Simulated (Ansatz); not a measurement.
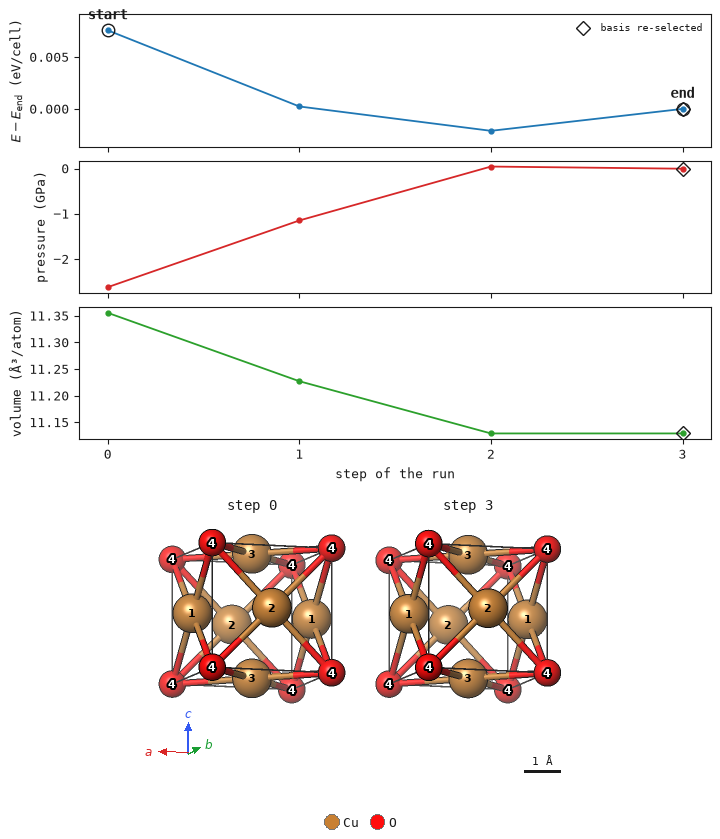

First and last geometry of a relaxation of crystalline Cu3O (a generated structure, set up in Pm-3m), with the history of the run. The picture is a ball-and-stick view of the cell of the calculation, seen from a free direction.

Method: DFT PBE, scalar-relativistic, plane waves, PAW (Ansatz 0.2.0).

Input
```yaml
crystal:
  lattice:
    - [3.56798282, 0.0, 0.0]
    - [0.0, 3.56798282, 0.0]
    - [0.0, 0.0, 3.56798282]
  atoms:
    - { symbol: Cu, position: [0.0, 0.5, 0.5] }
    - { symbol: Cu, position: [0.5, 0.0, 0.5] }
    - { symbol: Cu, position: [0.5, 0.5, 0.0] }
    - { symbol: O, position: [0.0, 0.0, 0.0] }
basis:
  ecutwfc: 420
kpoints:
  mp_grid: { grid: [14, 14, 14] }
hamiltonian:
  xc: pbe
scf:
  occupations: { method: gaussian, width: 0.1 }
output:
  forces: true
  stress: true
  eigenvalues: true
relax:
  adjacent_minimum: "off"
  f_tol: 0.01
  max_steps: 80
  cell: { stress_tol: 0.05 }
```

Command:
```bash
ansatz run input.yaml --threads 1 --pin off --max-ram 2560MiB --backend cpu --events-out ev --progress --plain --runs-dir out
```

Q: Read the history and describe the run.

A: It converged. After 2 accepted moves (3 points after the start) the energy has fallen by 7.6 meV per cell of the calculation. All forces vanish by symmetry, so only the cell relaxes. Pressure: −2.62 GPa at the start and 0.00 GPa at the end. The SCF was repeated once at an unchanged geometry on a basis and grid sized afresh for the cell, which shifted the energy by 2.1 meV per cell of the calculation at most. The atoms keep their places relative to the cell (all moves are under 0.005 Å). Cell: a = b = c 3.568 → 3.544 Å (−0.7 %). Volume −2.0 %. Near-neighbour distances that change, for instance: Cu1–Cu2 2.523 → 2.506 Å, Cu1–O4 2.523 → 2.506 Å. The space group stays Pm-3m (No. 221).

```json
{"step": "0", "E − E(0), meV/atom": "0.00", "pressure, GPa": "-2.62", "volume, Å³/atom": "11.356", "note": ""}
{"step": "1", "E − E(0), meV/atom": "-1.84", "pressure, GPa": "-1.15", "volume, Å³/atom": "11.227", "note": ""}
{"step": "2", "E − E(0), meV/atom": "-2.42", "pressure, GPa": "0.04", "volume, Å³/atom": "11.129", "note": ""}
{"step": "3", "E − E(0), meV/atom": "-1.89", "pressure, GPa": "0.00", "volume, Å³/atom": "11.129", "note": "same geometry, new basis"}
```
